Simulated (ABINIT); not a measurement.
## Run report: SiO₂, dielectric calculation (part 3 of 3)

SiO₂ (P4₂/mnm, 6 atoms in the cell); Kohn-Sham DFT of a periodic cell, PBE, SG15 NC PBE v1.2, no spin polarisation (ABINIT 10.8.3); cutoff 1088.46 eV, 4×4×6 k-mesh, fixed occupations. The structure derives from a Materials Project entry.

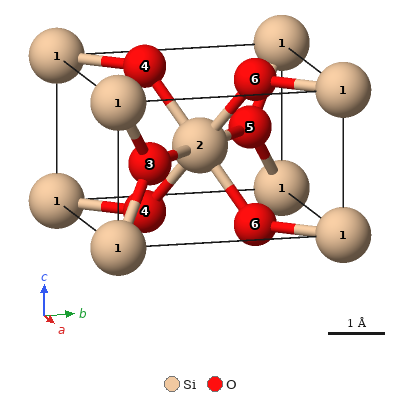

**Figure 1.** The structure as given in the input (ball-and-stick view of the cell of the calculation, seen slightly off an axis; atoms are numbered from 1 in the order of the input). An atom can appear more than once, as a periodic image.

**Output, continued**
```
 Real(R)+Recip(G) space primitive vectors, cartesian coordinates (Bohr,Bohr^-1):
 R(1)=  7.9995301  0.0000000  0.0000000  G(1)=  0.1250073  0.0000000  0.0000000
 R(2)=  0.0000000  7.9995301  0.0000000  G(2)=  0.0000000  0.1250073  0.0000000
 R(3)=  0.0000000  0.0000000  5.0899679  G(3)=  0.0000000  0.0000000  0.1964649
 Unit cell volume ucvol=  3.2571967E+02 bohr^3
 Angles (23,13,12)=  9.00000000E+01  9.00000000E+01  9.00000000E+01 degrees
 setup1 : take into account q-point for computing boxcut.

 getcut: wavevector=  0.0000  0.0000  0.0000  ngfft=  48  48  30
         ecut(hartree)=     40.000   => boxcut(ratio)=   2.07019
--------------------------------------------------------------------------------

 ==>  initialize data related to q vector <==

 The list of irreducible perturbations for this q vector is:
    1)    idir= 1    ipert=   8
    2)    idir= 3    ipert=   8

================================================================================

 The perturbation idir=   2  ipert=   8 is
 symmetric of a previously calculated perturbation.
 So, its SCF calculation is not needed.

--------------------------------------------------------------------------------
 Perturbation wavevector (in red.coord.)   0.000000  0.000000  0.000000
 Perturbation : homogeneous electric field along direction   1
 The set of symmetries contains only one element for this perturbation.
 symkpt : not enough symmetry to change the number of k points.

--------------------------------------------------------------------------------

--------------------------------------------------------------------------------

 Initialisation of the first-order wave-functions :
  ireadwf=   0

--- !BeginCycle
iteration_state: {dtset: 3, }
solver: {iscf: 7, nstep: 80, nline: 4, wfoptalg: 0, }
tolerances: {tolvrs: 1.00E-09, }
...

     iter   2DEtotal(Ha)        deltaE(Ha) residm    vres2
-ETOT  1  -37.244919254603     -3.724E+01 2.671E-01 3.016E+03
 ETOT  2  -37.654539632039     -4.096E-01 9.019E-03 8.217E+02
 ETOT  3  -37.905228490054     -2.507E-01 7.345E-04 4.008E+02
 ETOT  4  -38.072842828116     -1.676E-01 1.081E-04 1.318E+00
 ETOT  5  -38.073336958994     -4.941E-04 3.302E-06 5.293E-02
 ETOT  6  -38.073353861369     -1.690E-05 3.876E-08 5.684E-04
 ETOT  7  -38.073354182956     -3.216E-07 8.878E-10 8.451E-06
 ETOT  8  -38.073354186259     -3.303E-09 2.727E-11 2.608E-07
 ETOT  9  -38.073354186396     -1.367E-10 1.020E-12 1.615E-09
 ETOT 10  -38.073354186397     -1.123E-12 3.496E-14 1.373E-11

 At SCF step   10       vres2   =  1.37E-11 < tolvrs=  1.00E-09 =>converged.
-open ddk wf file :runo_DS2_1WF19
-open ddk wf file :runo_DS2_1WF20
-open ddk wf file :runo_DS2_1WF21
================================================================================

 ----iterations are completed or convergence reached----

 Mean square residual over all n,k,spin=   13.896E-16; max=  34.960E-15

 2DEtotal=   -0.3807335419E+02 Ha. Also 2DEtotal=   -0.103602874645E+04 eV
    (  non-var. 2DEtotal :   -3.8073354166E+01 Ha)

--------------------------------------------------------------------------------
 Perturbation wavevector (in red.coord.)   0.000000  0.000000  0.000000
 Perturbation : homogeneous electric field along direction   3
 The set of symmetries contains only one element for this perturbation.
 symkpt : not enough symmetry to change the number of k points.

--------------------------------------------------------------------------------

--------------------------------------------------------------------------------

 Initialisation of the first-order wave-functions :
  ireadwf=   0

--- !BeginCycle
iteration_state: {dtset: 3, }
solver: {iscf: 7, nstep: 80, nline: 4, wfoptalg: 0, }
tolerances: {tolvrs: 1.00E-09, }
...

     iter   2DEtotal(Ha)        deltaE(Ha) residm    vres2
-ETOT  1  -98.982432776715     -9.898E+01 5.345E-01 4.922E+03
 ETOT  2  -100.67185681435     -1.689E+00 1.432E-02 8.074E+01
 ETOT  3  -100.71907030092     -4.721E-02 1.279E-04 2.615E+00
 ETOT  4  -100.72087464616     -1.804E-03 5.021E-06 3.907E-02
 ETOT  5  -100.72089183380     -1.719E-05 4.600E-08 1.304E-04
 ETOT  6  -100.72089192231     -8.852E-08 2.166E-09 1.334E-07
 ETOT  7  -100.72089192277     -4.610E-10 1.725E-11 2.169E-09
 ETOT  8  -100.72089192278     -6.494E-12 3.829E-13 1.467E-11

 At SCF step    8       vres2   =  1.47E-11 < tolvrs=  1.00E-09 =>converged.
-open ddk wf file :runo_DS2_1WF19
-open ddk wf file :runo_DS2_1WF20
-open ddk wf file :runo_DS2_1WF21
================================================================================

 ----iterations are completed or convergence reached----

 Mean square residual over all n,k,spin=   88.083E-16; max=  38.293E-14

 2DEtotal=   -0.1007208919E+03 Ha. Also 2DEtotal=   -0.274075509315E+04 eV
    (  non-var. 2DEtotal :   -1.0072089101E+02 Ha)
================================================================================

 ---- first-order wavefunction calculations are completed ----

 ==> Compute Derivative Database <==
 The violation of the charge neutrality conditions
 by the effective charges is as follows :
    atom        electric field
 displacement     direction
       1               1        0.004096        0.000000
       1               2        0.000000        0.000000
       1               3        0.000000        0.000000
       2               1        0.000000        0.000000
       2               2        0.004096        0.000000
       2               3        0.000000        0.000000
       3               1        0.000000        0.000000
       3               2        0.000000        0.000000
       3               3        0.007318        0.000000

 Effective charge tensors after
 imposition of the charge neutrality (if requested by user),
 and eventual restriction to some part :
   atom    displacement
         1         1    3.843320E+00    4.009596E-01    0.000000E+00
         1         2    4.009596E-01    3.843320E+00    0.000000E+00
         1         3    0.000000E+00    0.000000E+00    4.096021E+00
         2         1    3.843320E+00   -4.009596E-01    0.000000E+00
         2         2   -4.009596E-01    3.843320E+00    0.000000E+00
         2         3    0.000000E+00    0.000000E+00    4.096021E+00
         3         1   -1.921660E+00    5.918974E-01    0.000000E+00
         3         2    5.918974E-01   -1.921660E+00    0.000000E+00
         3         3    0.000000E+00    0.000000E+00   -2.048010E+00
         4         1   -1.921660E+00   -5.918974E-01    0.000000E+00
         4         2   -5.918974E-01   -1.921660E+00    0.000000E+00
         4         3    0.000000E+00    0.000000E+00   -2.048010E+00
         5         1   -1.921660E+00    5.918974E-01    0.000000E+00
         5         2    5.918974E-01   -1.921660E+00    0.000000E+00
         5         3    0.000000E+00    0.000000E+00   -2.048010E+00
         6         1   -1.921660E+00   -5.918974E-01    0.000000E+00
         6         2   -5.918974E-01   -1.921660E+00    0.000000E+00
         6         3    0.000000E+00    0.000000E+00   -2.048010E+00
 Now, the imaginary part of the dynamical matrix is zeroed

  Dielectric tensor, in cartesian coordinates,
     j1       j2             matrix element
  dir pert dir pert     real part    imaginary part

   1    8   1    8         3.3809826186        -0.0000000000

   2    8   2    8         3.3809826186        -0.0000000000

   3    8   3    8         3.5500915874        -0.0000000000

  Effective charges, in cartesian coordinates,
  (from electric field response)
   if specified in the inputs, charge neutrality has been imposed
     j1       j2             matrix element
  dir pert dir pert     real part    imaginary part

   1    1   1    8         3.8433195027         0.0000000000
   2    1   1    8         0.4009596474         0.0000000000
   1    2   1    8         3.8433195027         0.0000000000
   2    2   1    8        -0.4009596474         0.0000000000
   1    3   1    8        -1.9216597514         0.0000000000
   2    3   1    8         0.5918974083         0.0000000000
   1    4   1    8        -1.9216597514         0.0000000000
   2    4   1    8        -0.5918974083         0.0000000000
   1    5   1    8        -1.9216597514         0.0000000000
   2    5   1    8         0.5918974083         0.0000000000
   1    6   1    8        -1.9216597514         0.0000000000
   2    6   1    8        -0.5918974083         0.0000000000

   1    1   2    8         0.4009596474         0.0000000000
   2    1   2    8         3.8433195027         0.0000000000
   1    2   2    8        -0.4009596474         0.0000000000
   2    2   2    8         3.8433195027         0.0000000000
   1    3   2    8         0.5918974083         0.0000000000
   2    3   2    8        -1.9216597514         0.0000000000
   1    4   2    8        -0.5918974083         0.0000000000
   2    4   2    8        -1.9216597514         0.0000000000
   1    5   2    8         0.5918974083         0.0000000000
   2    5   2    8        -1.9216597514         0.0000000000
   1    6   2    8        -0.5918974083         0.0000000000
   2    6   2    8        -1.9216597514         0.0000000000

   3    1   3    8         4.0960206963         0.0000000000
   3    2   3    8         4.0960206963         0.0000000000
   3    3   3    8        -2.0480103482         0.0000000000
   3    4   3    8        -2.0480103482         0.0000000000
   3    5   3    8        -2.0480103482         0.0000000000
   3    6   3    8        -2.0480103482         0.0000000000

== END DATASET(S) ==============================================================
================================================================================

 -outvars: echo values of variables after computation  --------
            acell      7.9995300547E+00  7.9995300547E+00  5.0899678715E+00 Bohr
           etotal1    -7.2062513836E+01
           etotal2    -4.9160455193E+01
           etotal3    -1.0072089192E+02
            fcart1    -1.8070036208E-20 -1.8070036208E-20 -0.0000000000E+00
                      -1.8070036208E-20 -1.8070036208E-20 -0.0000000000E+00
                      -9.7424907668E-04  9.7424907668E-04 -0.0000000000E+00
                      -9.7424907668E-04 -9.7424907668E-04 -0.0000000000E+00
                       9.7424907668E-04 -9.7424907668E-04 -0.0000000000E+00
                       9.7424907668E-04  9.7424907668E-04 -0.0000000000E+00
            fcart3     0.0000000000E+00  0.0000000000E+00  0.0000000000E+00
                       0.0000000000E+00  0.0000000000E+00  0.0000000000E+00
                       0.0000000000E+00  0.0000000000E+00  0.0000000000E+00
                       0.0000000000E+00  0.0000000000E+00  0.0000000000E+00
                       0.0000000000E+00  0.0000000000E+00  0.0000000000E+00
                       0.0000000000E+00  0.0000000000E+00  0.0000000000E+00
           strten1    -1.8579588903E-05 -1.8579588903E-05 -2.7946266964E-05
                       0.0000000000E+00  0.0000000000E+00  0.0000000000E+00
           strten3     0.0000000000E+00  0.0000000000E+00  0.0000000000E+00
                       0.0000000000E+00  0.0000000000E+00  0.0000000000E+00
           xangst      0.0000000000E+00  0.0000000000E+00  0.0000000000E+00
                       2.1165845000E+00  2.1165845000E+00  1.3467475000E+00
                       3.4154858428E+00  8.1768315721E-01  1.3467475000E+00
                       1.2989013428E+00  1.2989013428E+00  0.0000000000E+00
                       8.1768315721E-01  3.4154858428E+00  1.3467475000E+00
                       2.9342676572E+00  2.9342676572E+00  0.0000000000E+00
             xred      0.0000000000E+00  0.0000000000E+00  0.0000000000E+00
                       5.0000000000E-01  5.0000000000E-01  5.0000000000E-01
                       8.0683900000E-01  1.9316100000E-01  5.0000000000E-01
                       3.0683900000E-01  3.0683900000E-01  0.0000000000E+00
                       1.9316100000E-01  8.0683900000E-01  5.0000000000E-01
                       6.9316100000E-01  6.9316100000E-01  0.0000000000E+00
 Calculation completed.
```

**File anaddb.abo**
```
.Version 10.8.3 of ANADDB
================================================================================

 -outvars_anaddb: echo values of input variables ----------------------

 Flags :
     dieflag         2
 Miscellaneous information :
         asr         1

================================================================================

 read the DDB information and perform some checks

  ==== Info on the Cryst% object ====
 Real(R)+Recip(G) space primitive vectors, cartesian coordinates (Bohr,Bohr^-1):
 R(1)=  7.9995301  0.0000000  0.0000000  G(1)=  0.1250073  0.0000000  0.0000000
 R(2)=  0.0000000  7.9995301  0.0000000  G(2)=  0.0000000  0.1250073  0.0000000
 R(3)=  0.0000000  0.0000000  5.0899679  G(3)=  0.0000000  0.0000000  0.1964649
 Unit cell volume ucvol=  3.2571967E+02 bohr^3
 Angles (23,13,12)=  9.00000000E+01  9.00000000E+01  9.00000000E+01 degrees
 Time-reversal symmetry is present
 Reduced atomic positions [iatom, xred, symbol]:
    1)    0.0000000  0.0000000  0.0000000  Si
    2)    0.5000000  0.5000000  0.5000000  Si
    3)    0.8068390  0.1931610  0.5000000   O
    4)    0.3068390  0.3068390  0.0000000   O
    5)    0.1931610  0.8068390  0.5000000   O
    6)    0.6931610  0.6931610  0.0000000   O

 DDB file with 3 blocks has been read.

================================================================================

 Dielectric Tensor and Effective Charges

 anaddb : Zero the imaginary part of the Dynamical Matrix at Gamma,
   and impose the ASR on the effective charges

 The violation of the charge neutrality conditions
 by the effective charges is as follows :
    atom        electric field
 displacement     direction
       1               1        0.004096        0.000000
       1               2        0.000000        0.000000
       1               3        0.000000        0.000000
       2               1        0.000000        0.000000
       2               2        0.004096        0.000000
       2               3        0.000000        0.000000
       3               1        0.000000        0.000000
       3               2        0.000000        0.000000
       3               3        0.007318        0.000000

 Effective charge tensors after
 imposition of the charge neutrality (if requested by user),
 and eventual restriction to some part :
   atom    displacement
         1         1    3.843320E+00    4.009596E-01    0.000000E+00
         1         2    4.009596E-01    3.843320E+00    0.000000E+00
         1         3    0.000000E+00    0.000000E+00    4.096021E+00
         2         1    3.843320E+00   -4.009596E-01    0.000000E+00
         2         2   -4.009596E-01    3.843320E+00    0.000000E+00
         2         3    0.000000E+00    0.000000E+00    4.096021E+00
         3         1   -1.921660E+00    5.918974E-01    0.000000E+00
         3         2    5.918974E-01   -1.921660E+00    0.000000E+00
         3         3    0.000000E+00    0.000000E+00   -2.048010E+00
         4         1   -1.921660E+00   -5.918974E-01    0.000000E+00
         4         2   -5.918974E-01   -1.921660E+00    0.000000E+00
         4         3    0.000000E+00    0.000000E+00   -2.048010E+00
         5         1   -1.921660E+00    5.918974E-01    0.000000E+00
         5         2    5.918974E-01   -1.921660E+00    0.000000E+00
         5         3    0.000000E+00    0.000000E+00   -2.048010E+00
         6         1   -1.921660E+00   -5.918974E-01    0.000000E+00
         6         2   -5.918974E-01   -1.921660E+00    0.000000E+00
         6         3    0.000000E+00    0.000000E+00   -2.048010E+00
 Now, the imaginary part of the dynamical matrix is zeroed

================================================================================

 anaddb : the run completed successfully.
```

The run was set up as follows.

**Input file**
```
# Datasets
ndtset 3

# Pseudopotentials
pp_dirpath "./"
pseudos "Si_ONCV_PBE-1.2.upf, O_ONCV_PBE-1.2.upf"

# Structure
acell 4.233169 4.233169 2.693495 Angstrom
rprim
     1.0000000000     0.0000000000     0.0000000000
     0.0000000000     1.0000000000     0.0000000000
     0.0000000000     0.0000000000     1.0000000000
ntypat 2
znucl 14 8
natom 6
typat 1 1 2 2 2 2
xred
            0.0            0.0            0.0
            1/2            1/2            1/2
   0.8068390000   0.1931610000            1/2
   0.3068390000   0.3068390000            0.0
   0.1931610000   0.8068390000            1/2
   0.6931610000   0.6931610000            0.0

# Plane-wave basis
ecut 40.0

# k points
ngkpt 4 4 6
nshiftk 1
shiftk 0.5 0.5 0.5

# Exchange and correlation
ixc 11

# Bands and occupations
nband 16
occopt 1

# SCF cycle
nstep 80
diemac 6.0

# Output
prteig 0
prtebands 0
prtwf 0
prtden 0
prtpot 0

# Dataset 1: ground state
kptopt1 1
tolvrs1 1.0e-15
prtwf1 1

# Dataset 2: derivatives of the wave functions by k
iscf2 -3
rfelfd2 2
rfdir2 1 1 1
getwfk2 1
kptopt2 2
nqpt2 1
qpt2 0.0 0.0 0.0
tolwfr2 1.0e-18
prtwf2 1

# Dataset 3: response at q = 0 to electric field
rfelfd3 3
rfdir3 1 1 1
getwfk3 1
getddk3 2
kptopt3 2
nqpt3 1
qpt3 0.0 0.0 0.0
tolvrs3 1.0e-9
```

**File mrgddb.in**
```
merged_DDB
SiO2
2
runo_DS1_DDB
runo_DS3_DDB
```

**File anaddb.abi**
```
ddb_filepath "merged_DDB"
output_file "anaddb.abo"
outdata_prefix "ana"
asr 1
chneut 1
dipdip 1
dieflag 2
enunit 0
```

Run as:
```bash
mpirun --bind-to none -np 4 abinit run.abi > log 2>&1
mrgddb < mrgddb.in > mrgddb.log 2>&1
anaddb anaddb.abi > anaddb.log 2>&1
```

**Summary**

| quantity | value |
| --- | --- |
| outcome | converged |
| space group (tolerance 0.01 Å) | P4₂/mnm (136) |
| electrons treated | 32 |
| free energy | −1960.9209 eV |
| Fermi energy | 9.320 eV |
| pressure | 0.64 GPa |
| largest force (length of the vector) | 0.071 eV/Å |
| ε∞ (xx, yy, zz) | 3.38, 3.38, 3.55 |
| Born charges (mean of the diagonal) | Si1, Si2 (3.93 e); all 4 O atoms (−1.96 e) |
| hardware | 4 threads of Arm Neoverse V1, 24 GiB of memory available, shared host |
| wall time | 1.8 min (CPU time 7 min) |
| peak memory | 0.44 GiB |
